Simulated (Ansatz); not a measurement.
## Run report: SnO, geometry relaxation (part 1 of 2)

SnO (P4/nmm, 4 atoms in the cell), computed with DFT PBEsol, scalar-relativistic, plane waves, PAW, no spin polarisation (Ansatz 0.2.0).

The structure derives from a Materials Project entry. It belongs to a series of runs on one base structure; here: relaxed at 90 GPa.

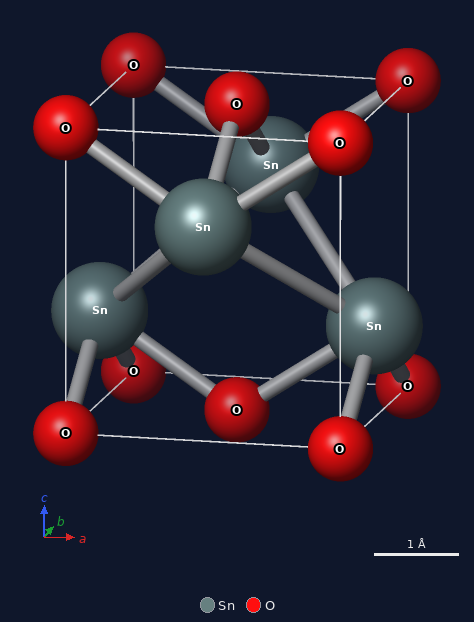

Fig. 1: The structure as given in the input (ball-and-stick view of the cell of the calculation, seen slightly off an axis). An atom can appear more than once, as a periodic image.

## Results in brief

```json
{"quantity": "outcome", "value": "converged"}
{"quantity": "space group (tolerance 0.01 Å)", "value": "P4/nmm (129)"}
{"quantity": "electrons treated", "value": "40"}
{"quantity": "free energy", "value": "−13017.2305 eV"}
{"quantity": "Fermi energy", "value": "19.680 eV"}
{"quantity": "gap on the k-point mesh", "value": "none (metallic)"}
{"quantity": "pressure", "value": "90.03 GPa"}
{"quantity": "final volume", "value": "41.93 Å³"}
{"quantity": "largest force (length of the vector) at the end", "value": "under 0.001 eV/Å"}
{"quantity": "final cell", "value": "a = 3.381 Å, b = 3.381 Å, c = 3.668 Å, α = 90.00°, β = 90.00°, γ = 90.00°"}
{"quantity": "hardware", "value": "1 thread of Arm Neoverse V1, 24 GiB of memory available, shared host"}
{"quantity": "wall time", "value": "2.3 min"}
{"quantity": "peak memory", "value": "0.45 GiB"}
```

The cell was relaxed to the target pressure of the input; what is minimised is then the enthalpy E + pV.

## The input
```yaml
crystal:
  lattice:
    - [3.3880845146, 0.0, 0.0]
    - [0.0, 3.3880845146, 0.0]
    - [0.0, 0.0, 3.7613838942]
  atoms:
    - { symbol: Sn, position: [0.0, 0.5, 0.2999029751] }
    - { symbol: Sn, position: [0.5, 0.0, 0.7000970249] }
    - { symbol: O, position: [0.5, 0.5, 0.0] }
    - { symbol: O, position: [0.0, 0.0, 0.0] }
basis:
  ecutwfc: 420
kpoints:
  mp_grid: { grid: [12, 12, 12] }
hamiltonian:
  xc: pbesol
scf:
  occupations: { method: gaussian, width: 0.1 }
output:
  forces: true
  stress: true
  eigenvalues: true
  write_density: true
  write_potential: true
  elf: true
  volumetric_format: npy
relax:
  adjacent_minimum: "off"
  f_tol: 0.008
  max_steps: 50
  cell: { stress_tol: 0.08, p_target: 90.0 }
```

Run as:
```bash
ansatz run input.yaml --threads 1 --pin off --max-ram 2560MiB --backend cpu --events-out ev --progress --plain --runs-dir out
```

## What the program printed
```
Engine: ansatz 0.2.0, aarch64-unknown-linux-gnu
Pseudopotentials: kind: paw
Pseudopotential: Sn, paw, valence charge 14, recommended cutoff 420 eV (normal), Sn.paw.azcp
Pseudopotential: O, paw, valence charge 6, recommended cutoff 420 eV (normal), O.paw.azcp
Functional definition: PBEsol
  exchange = pbesol_x
  correlation = pbesol_c
Crystal: 4 atoms, lattice volume = 43.177 Å³
Basis set: ecut = 420 eV, 825 PW (Γ), exchange–correlation on 48×48×54 points (8 copies of the dense FFT grid, shifted against one another)
Bands: 24, of which v1, the nominal top of the filled ones, is band 20 counted from 1 (19 counted from 0)
Symmetry: 16 space group operations
Space group: P4/nmm (ITA 129), of the structure as read, at distance tolerance 3.5e-5 Å
k-points: 196 of 1728
Non-local potential: Sn, projectors of the file, l = 0: 2, l = 1: 2, l = 2: 2, l = 3: 2
Non-local potential: O, projectors of the file, l = 0: 2, l = 1: 2, l = 2: 1
PAW form: soft (Blöchl's): semilocal exchange-correlation on the pseudo side does not see the compensation charge
PAW frozen core: Sn, regenerated for the run's functional, and the local potential with it (the file was generated under x = pbe(κ = 0.804, μ = 0.2195149727645171), c = pbe(β = 0.06672455060314922))
PAW frozen core: O, regenerated for the run's functional, and the local potential with it (the file was generated under x = pbe(κ = 0.804, μ = 0.2195149727645171), c = pbe(β = 0.06672455060314922))
PAW one-centre angular grid: Sn, 590 points (default); XC on 64 Gauss nodes
PAW one-centre angular grid: O, 110 points (default); XC on 64 Gauss nodes
Initial density: superposition of atomic densities (neutral atoms: chi_scale 0, normalization atom), corrected by the library's trained network
Initial wavefunctions: pseudopotential atomic-orbital guess
Functional: x = pbesol(κ = 0.804, μ = 0.12345679012345678), c = pbesol(β = 0.046)
SCF iter   1: F=—  HF=-13017.865492 eV  |F-HF|=—  |Δ(HF+E_count)|=         —  Δρ=1.46e-2  dr2=6.07e-2  ethr=1.77e-3  ⟨swp⟩=5.8  Hψ=20880  notcnv=0
preconditioner: auto → Kerker (q_TF=auto, 2.694 Å⁻¹)  [metal: Δε(μ)=0.012 eV  Ē_g=20.369 eV  σ=0.100 eV  W_gap=0.07  n_scr=18 (ndim 8)  ℏωp=35.7 eV  f_vac=0.000  D(μ)=0.51/eV (n_scr^D=0)]
SCF iter   2: F=—  HF=-13017.848383 eV  |F-HF|=—  |Δ(HF+E_count)|=   1.71e-2  Δρ=4.00e-3  dr2=5.53e-3  ethr=1.52e-4  ⟨swp⟩=2.1  Hψ=8368  notcnv=0
SCF iter   3: F=—  HF=-13017.847621 eV  |F-HF|=—  |Δ(HF+E_count)|=   7.62e-4  Δρ=1.91e-3  dr2=1.55e-3  ethr=1.38e-5  ⟨swp⟩=2.1  Hψ=8587  notcnv=0
SCF iter   4: F=—  HF=-13017.847429 eV  |F-HF|=—  |Δ(HF+E_count)|=   1.92e-4  Δρ=4.65e-4  dr2=1.33e-4  ethr=3.88e-6  ⟨swp⟩=1.1  Hψ=4756  notcnv=0
SCF iter   5: F=—  HF=-13017.847400 eV  |F-HF|=—  |Δ(HF+E_count)|=   2.96e-5  Δρ=1.44e-4  dr2=1.07e-5  ethr=3.32e-7  ⟨swp⟩=2.8  Hψ=8110  notcnv=0
SCF iter   6: F=—  HF=-13017.847329 eV  |F-HF|=—  |Δ(HF+E_count)|=   7.04e-5  Δρ=3.24e-5  dr2=6.92e-7  ethr=2.68e-8  ⟨swp⟩=2.4  Hψ=7069  notcnv=0
SCF iter   7: F=-13017.847329 eV  HF=-13017.847329 eV  |F-HF|=2.00e-8  |Δ(HF+E_count)|=   9.33e-8  Δρ=7.92e-6  dr2=3.30e-8  ethr=2.50e-10  ⟨swp⟩=10.9  Hψ=37295  notcnv=0
SCF 1 converged in 7 iterations: F = -13017.847329 eV  dr2 = 3.30e-8
  greatest PAW one-centre occupation: 0.995 electrons in one spin orbital (limit 2), on the Sn atom at site 1 (counted from 0), in its partial waves of l = 2
relax step   1: F+E_penalty+E_count = -13017.84732905 eV  Δ(F+E_penalty+E_count) = +0.000e0 eV  max|allowed force component| = 1.104e0 eV/Å  Δτ_max = 0.0000 Å  P = +80.839 GPa  Ω = 43.177 Å³  (7 SCF iters, dr2 threshold 1.00e-7 eV, accepted)
Crystal: 4 atoms, lattice volume = 39.610 Å³
Basis set: ecut = 420 eV, 779 PW (Γ), exchange–correlation on 48×48×54 points (8 copies of the dense FFT grid, shifted against one another)
Initial density: handed on by an earlier stage of this run
Initial wavefunctions: those handed on with the density
iter 1 solved again at ethr=1.25e-4 eV; its pass at ethr=3.10e-3 eV (dr2=5.01e-2 eV) is discarded
SCF iter   1: F=—  HF=-13015.721192 eV  |F-HF|=—  |Δ(HF+E_count)|=         —  Δρ=1.37e-2  dr2=5.19e-2  ethr=1.25e-4  ⟨swp⟩=1.9  Hψ=29047  notcnv=0
preconditioner: auto → Kerker (q_TF=auto, 2.733 Å⁻¹)  [metal: Δε(μ)=0.039 eV  Ē_g=20.780 eV  σ=0.100 eV  W_gap=0.21  n_scr=18 (ndim 8)  ℏωp=37.3 eV  f_vac=0.000  D(μ)=0.30/eV (n_scr^D=0)]
SCF iter   2: F=—  HF=-13015.704626 eV  |F-HF|=—  |Δ(HF+E_count)|=   1.66e-2  Δρ=6.60e-3  dr2=1.36e-2  ethr=1.25e-4  ⟨swp⟩=2.9  Hψ=8877  notcnv=0
SCF iter   3: F=—  HF=-13015.699209 eV  |F-HF|=—  |Δ(HF+E_count)|=   5.42e-3  Δρ=1.63e-3  dr2=1.17e-3  ethr=3.40e-5  ⟨swp⟩=2.2  Hψ=7124  notcnv=0
SCF iter   4: F=—  HF=-13015.698848 eV  |F-HF|=—  |Δ(HF+E_count)|=   3.62e-4  Δρ=5.17e-4  dr2=1.16e-4  ethr=2.93e-6  ⟨swp⟩=2.0  Hψ=8013  notcnv=0
SCF iter   5: F=—  HF=-13015.698799 eV  |F-HF|=—  |Δ(HF+E_count)|=   4.87e-5  Δρ=1.67e-4  dr2=9.19e-6  ethr=2.91e-7  ⟨swp⟩=2.8  Hψ=8330  notcnv=0
SCF iter   6: F=—  HF=-13015.698796 eV  |F-HF|=—  |Δ(HF+E_count)|=   3.20e-6  Δρ=4.30e-5  dr2=1.32e-6  ethr=2.30e-8  ⟨swp⟩=2.6  Hψ=8960  notcnv=0
SCF iter   7: F=-13015.698796 eV  HF=-13015.698796 eV  |F-HF|=1.75e-8  |Δ(HF+E_count)|=   3.22e-7  Δρ=1.01e-5  dr2=4.06e-8  ethr=1.00e-9  ⟨swp⟩=11.7  Hψ=38492  notcnv=0
SCF 2 converged in 7 iterations: F = -13015.698796 eV  dr2 = 4.06e-8
relax step   2: F+E_penalty+E_count = -13015.69879551 eV  Δ(F+E_penalty+E_count) = +2.149e0 eV  max|allowed force component| = 1.358e0 eV/Å  Δτ_max = 0.0980 Å  P = +115.750 GPa  Ω = 39.610 Å³  energy of the carried Pulay correction = +1.896e-2 eV  (7 SCF iters, dr2 threshold 4.00e-7 eV, rejected (line search))
Crystal: 4 atoms, lattice volume = 41.920 Å³
Basis set: ecut = 420 eV, 813 PW (Γ), exchange–correlation on 48×48×54 points (8 copies of the dense FFT grid, shifted against one another)
iter 1 solved again at ethr=6.84e-5 eV; its pass at ethr=3.10e-3 eV (dr2=2.73e-2 eV) is discarded
SCF iter   1: F=—  HF=-13017.240553 eV  |F-HF|=—  |Δ(HF+E_count)|=         —  Δρ=9.50e-3  dr2=2.78e-2  ethr=6.84e-5  ⟨swp⟩=2.0  Hψ=28783  notcnv=0
preconditioner: auto → Kerker (q_TF=auto, 2.707 Å⁻¹)  [metal: Δε(μ)=0.057 eV  Ē_g=20.566 eV  σ=0.100 eV  W_gap=0.31  n_scr=18 (ndim 8)  ℏωp=36.3 eV  f_vac=0.000  D(μ)=0.44/eV (n_scr^D=0)]
SCF iter   2: F=—  HF=-13017.231717 eV  |F-HF|=—  |Δ(HF+E_count)|=   8.84e-3  Δρ=4.31e-3  dr2=6.63e-3  ethr=6.84e-5  ⟨swp⟩=2.3  Hψ=8698  notcnv=0
SCF iter   3: F=—  HF=-13017.229184 eV  |F-HF|=—  |Δ(HF+E_count)|=   2.53e-3  Δρ=1.23e-3  dr2=7.64e-4  ethr=1.66e-5  ⟨swp⟩=2.5  Hψ=8236  notcnv=0
SCF iter   4: F=—  HF=-13017.228936 eV  |F-HF|=—  |Δ(HF+E_count)|=   2.48e-4  Δρ=3.82e-4  dr2=7.78e-5  ethr=1.91e-6  ⟨swp⟩=2.2  Hψ=7858  notcnv=0
SCF iter   5: F=—  HF=-13017.228865 eV  |F-HF|=—  |Δ(HF+E_count)|=   7.15e-5  Δρ=1.26e-4  dr2=6.34e-6  ethr=1.94e-7  ⟨swp⟩=2.9  Hψ=8450  notcnv=0
SCF iter   6: F=—  HF=-13017.228861 eV  |F-HF|=—  |Δ(HF+E_count)|=   3.78e-6  Δρ=3.49e-5  dr2=9.36e-7  ethr=1.59e-8  ⟨swp⟩=2.5  Hψ=8914  notcnv=0
SCF iter   7: F=—  HF=-13017.228860 eV  |F-HF|=—  |Δ(HF+E_count)|=   9.42e-7  Δρ=7.34e-6  dr2=2.10e-8  ethr=2.34e-9  ⟨swp⟩=3.0  Hψ=8810  notcnv=0
SCF iter   8: F=—  HF=-13017.228860 eV  |F-HF|=—  |Δ(HF+E_count)|=  7.57e-10  Δρ=1.33e-6  dr2=6.23e-10  ethr=5.26e-11  ⟨swp⟩=2.1  Hψ=7849  notcnv=0
SCF iter   9: F=-13017.228860 eV  HF=-13017.228860 eV  |F-HF|=7.28e-12  |Δ(HF+E_count)|=  7.28e-12  Δρ=3.45e-7  dr2=3.39e-11  ethr=1.00e-12  ⟨swp⟩=7.2  Hψ=23780  notcnv=0
the search or the solves at the SCF's close seem to have found levels that the self-consistency loop had missed (the run counts 1). By its estimate they hold under 1e-12 electrons; where the run keeps them, the occupations were computed again with them
SCF 3 converged in 9 iterations: F = -13017.228860 eV  dr2 = 3.39e-11
relax step   3: F+E_penalty+E_count = -13017.22886026 eV  Δ(F+E_penalty+E_count) = +6.185e-1 eV  max|allowed force component| = 1.853e-1 eV/Å  Δτ_max = 0.0376 Å  P = +90.817 GPa  Ω = 41.920 Å³  energy of the carried Pulay correction = +6.502e-3 eV  (9 SCF iters, accepted)
Crystal: 4 atoms, lattice volume = 41.906 Å³
iter 1 solved again at ethr=1.13e-7 eV; its pass at ethr=3.10e-3 eV (dr2=4.52e-5 eV) is discarded
SCF iter   1: F=—  HF=-13017.222124 eV  |F-HF|=—  |Δ(HF+E_count)|=         —  Δρ=4.97e-4  dr2=4.83e-5  ethr=1.13e-7  ⟨swp⟩=2.0  Hψ=26111  notcnv=0
preconditioner: auto → Kerker (q_TF=auto, 2.707 Å⁻¹)  [metal: Δε(μ)=0.055 eV  Ē_g=20.517 eV  σ=0.100 eV  W_gap=0.30  n_scr=18 (ndim 8)  ℏωp=36.3 eV  f_vac=0.000  D(μ)=0.44/eV (n_scr^D=0)]
SCF iter   2: F=—  HF=-13017.222060 eV  |F-HF|=—  |Δ(HF+E_count)|=   6.48e-5  Δρ=2.59e-4  dr2=1.44e-5  ethr=1.13e-7  ⟨swp⟩=2.0  Hψ=7582  notcnv=0
SCF iter   3: F=—  HF=-13017.222054 eV  |F-HF|=—  |Δ(HF+E_count)|=   5.54e-6  Δρ=5.27e-5  dr2=1.16e-6  ethr=3.60e-8  ⟨swp⟩=2.9  Hψ=8720  notcnv=0
SCF iter   4: F=-13017.222054 eV  HF=-13017.222054 eV  |F-HF|=1.33e-7  |Δ(HF+E_count)|=   3.39e-7  Δρ=1.53e-5  dr2=1.73e-7  ethr=1.00e-9  ⟨swp⟩=10.9  Hψ=37239  notcnv=0
SCF 4 converged in 4 iterations: F = -13017.222054 eV  dr2 = 1.73e-7
relax step   4: F+E_penalty+E_count = -13017.22205367 eV  Δ(F+E_penalty+E_count) = +6.807e-3 eV  max|allowed force component| = 6.326e-2 eV/Å  Δτ_max = 0.0030 Å  P = +90.695 GPa  Ω = 41.906 Å³  energy of the carried Pulay correction = +6.572e-3 eV  (4 SCF iters, dr2 threshold 4.00e-7 eV, accepted)
Crystal: 4 atoms, lattice volume = 41.938 Å³
iter 1 solved again at ethr=1.11e-7 eV; its pass at ethr=3.10e-3 eV (dr2=4.46e-5 eV) is discarded
SCF iter   1: F=—  HF=-13017.239918 eV  |F-HF|=—  |Δ(HF+E_count)|=         —  Δρ=4.04e-4  dr2=4.38e-5  ethr=1.11e-7  ⟨swp⟩=2.0  Hψ=26219  notcnv=0
preconditioner: auto → Kerker (q_TF=auto, 2.707 Å⁻¹)  [metal: Δε(μ)=0.056 eV  Ē_g=20.504 eV  σ=0.100 eV  W_gap=0.30  n_scr=18 (ndim 8)  ℏωp=36.3 eV  f_vac=0.000  D(μ)=0.44/eV (n_scr^D=0)]
SCF iter   2: F=—  HF=-13017.239856 eV  |F-HF|=—  |Δ(HF+E_count)|=   6.15e-5  Δρ=1.47e-4  dr2=7.57e-6  ethr=1.10e-7  ⟨swp⟩=2.0  Hψ=6098  notcnv=0
SCF iter   3: F=—  HF=-13017.239855 eV  |F-HF|=—  |Δ(HF+E_count)|=   1.60e-6  Δρ=6.68e-5  dr2=2.36e-6  ethr=1.89e-8  ⟨swp⟩=1.0  Hψ=4724  notcnv=0
SCF iter   4: F=-13017.239854 eV  HF=-13017.239854 eV  |F-HF|=8.70e-8  |Δ(HF+E_count)|=   7.94e-7  Δρ=1.36e-5  dr2=1.46e-7  ethr=1.00e-9  ⟨swp⟩=7.9  Hψ=33606  notcnv=0
SCF 5 converged in 4 iterations: F = -13017.239854 eV  dr2 = 1.46e-7
relax step   5: F+E_penalty+E_count = -13017.23985386 eV  Δ(F+E_penalty+E_count) = -1.780e-2 eV  max|allowed force component| = 7.216e-3 eV/Å  Δτ_max = 0.0016 Å  P = +90.166 GPa  Ω = 41.938 Å³  energy of the carried Pulay correction = +6.407e-3 eV  (4 SCF iters, dr2 threshold 4.00e-7 eV, accepted)
Crystal: 4 atoms, lattice volume = 41.950 Å³
iter 1 solved again at ethr=9.48e-9 eV; its pass at ethr=3.10e-3 eV (dr2=3.79e-6 eV) is discarded
SCF iter   1: F=—  HF=-13017.246593 eV  |F-HF|=—  |Δ(HF+E_count)|=         —  Δρ=1.14e-4  dr2=3.84e-6  ethr=9.48e-9  ⟨swp⟩=2.1  Hψ=26215  notcnv=0
preconditioner: auto → Kerker (q_TF=auto, 2.707 Å⁻¹)  [metal: Δε(μ)=0.056 eV  Ē_g=20.501 eV  σ=0.100 eV  W_gap=0.30  n_scr=18 (ndim 8)  ℏωp=36.3 eV  f_vac=0.000  D(μ)=0.44/eV (n_scr^D=0)]
SCF iter   2: F=—  HF=-13017.246541 eV  |F-HF|=—  |Δ(HF+E_count)|=   5.17e-5  Δρ=4.32e-5  dr2=8.20e-7  ethr=9.48e-9  ⟨swp⟩=2.0  Hψ=6004  notcnv=0
SCF iter   3: F=—  HF=-13017.246541 eV  |F-HF|=—  |Δ(HF+E_count)|=   1.52e-7  Δρ=2.11e-5  dr2=2.70e-7  ethr=2.05e-9  ⟨swp⟩=1.0  Hψ=4705  notcnv=0
SCF iter   4: F=-13017.246541 eV  HF=-13017.246541 eV  |F-HF|=5.03e-9  |Δ(HF+E_count)|=   7.81e-8  Δρ=4.19e-6  dr2=9.77e-9  ethr=2.49e-10  ⟨swp⟩=9.2  Hψ=29100  notcnv=0
SCF 6 converged in 4 iterations: F = -13017.246541 eV  dr2 = 9.77e-9
relax step   6: F+E_penalty+E_count = -13017.24654120 eV  Δ(F+E_penalty+E_count) = -6.687e-3 eV  max|allowed force component| = 7.768e-5 eV/Å  Δτ_max = 0.0002 Å  P = +90.001 GPa  Ω = 41.950 Å³  energy of the carried Pulay correction = +6.344e-3 eV  (4 SCF iters, dr2 threshold 9.97e-8 eV, accepted)
Basis set: ecut = 420 eV, 813 PW (Γ), exchange–correlation on 48×48×50 points (8 copies of the dense FFT grid, shifted against one another)
Initial wavefunctions: pseudopotential atomic-orbital guess (no wavefunctions were taken with the density)
iter 1 solved again at ethr=6.65e-8 eV; its pass at ethr=3.10e-3 eV (dr2=2.66e-5 eV) is discarded
SCF iter   1: F=—  HF=-13017.241331 eV  |F-HF|=—  |Δ(HF+E_count)|=         —  Δρ=2.21e-4  dr2=2.62e-6  ethr=6.65e-8  ⟨swp⟩=3.4  Hψ=33417  notcnv=0
preconditioner: auto → Kerker (q_TF=auto, 2.707 Å⁻¹)  [metal: Δε(μ)=0.056 eV  Ē_g=20.502 eV  σ=0.100 eV  W_gap=0.30  n_scr=18 (ndim 8)  ℏωp=36.3 eV  f_vac=0.000  D(μ)=0.44/eV (n_scr^D=0)]
SCF iter   2: F=—  HF=-13017.241241 eV  |F-HF|=—  |Δ(HF+E_count)|=   8.97e-5  Δρ=1.12e-4  dr2=7.43e-7  ethr=6.55e-9  ⟨swp⟩=2.0  Hψ=6396  notcnv=0
SCF iter   3: F=—  HF=-13017.241242 eV  |F-HF|=—  |Δ(HF+E_count)|=   8.35e-7  Δρ=2.53e-5  dr2=4.44e-8  ethr=1.86e-9  ⟨swp⟩=2.0  Hψ=6297  notcnv=0
SCF iter   4: F=—  HF=-13017.241242 eV  |F-HF|=—  |Δ(HF+E_count)|=   3.11e-8  Δρ=2.18e-6  dr2=2.38e-9  ethr=1.11e-10  ⟨swp⟩=2.0  Hψ=6545  notcnv=0
SCF iter   5: F=—  HF=-13017.241242 eV  |F-HF|=—  |Δ(HF+E_count)|=  9.82e-10  Δρ=5.46e-7  dr2=2.30e-10  ethr=5.96e-12  ⟨swp⟩=2.7  Hψ=8463  notcnv=0
SCF iter   6: F=-13017.241242 eV  HF=-13017.241242 eV  |F-HF|=7.28e-12  |Δ(HF+E_count)|=  7.28e-11  Δρ=2.05e-7  dr2=1.74e-11  ethr=1.00e-12  ⟨swp⟩=7.5  Hψ=24332  notcnv=0
SCF 7 converged in 6 iterations: F = -13017.241242 eV  dr2 = 1.74e-11
relax step   7: F+E_penalty+E_count = -13017.24124205 eV  Δ(F+E_penalty+E_count) = +5.299e-3 eV  max|allowed force component| = 2.506e-3 eV/Å  Δτ_max = 0.0000 Å  P = +89.856 GPa  Ω = 41.950 Å³  stress off target by 2.83e-1 GPa  SCF on the basis re-selected at this cell (its energy is not comparable with the rows above)  (6 SCF iters)
basis re-selected at this cell: Δ(F+E_penalty+E_count) = +5.299e-3 eV, ΔP = -0.145 GPa vs the last step (what re-selecting the basis moved, of the pressure what is left beyond the Pulay correction that the steps carried, after the strain that the cell walked since its last selection, with what the two solves' SCF thresholds leave and, on support functions, any second-order correction that the steps lacked; it is no measure of the basis error at this ecutwfc). The dense FFT grid was sized anew with the basis: this SCF ran on 24×24×25 points, the steps before it on 24×24×27, so part of this shift can come from that change (see relax.cell in the input reference). This SCF's stress stands 2.83e-1 GPa from its target on what of the cell is left free (relax.cell.stress_tol is 8.00e-2 GPa) and its largest allowed force component is 2.51e-3 eV/Å (relax.f_tol is 8.00e-3 eV/Å): not within both, so this SCF does not close the relaxation
Crystal: 4 atoms, lattice volume = 41.931 Å³
iter 1 solved again at ethr=8.51e-9 eV; its pass at ethr=3.10e-3 eV (dr2=3.40e-6 eV) is discarded
```
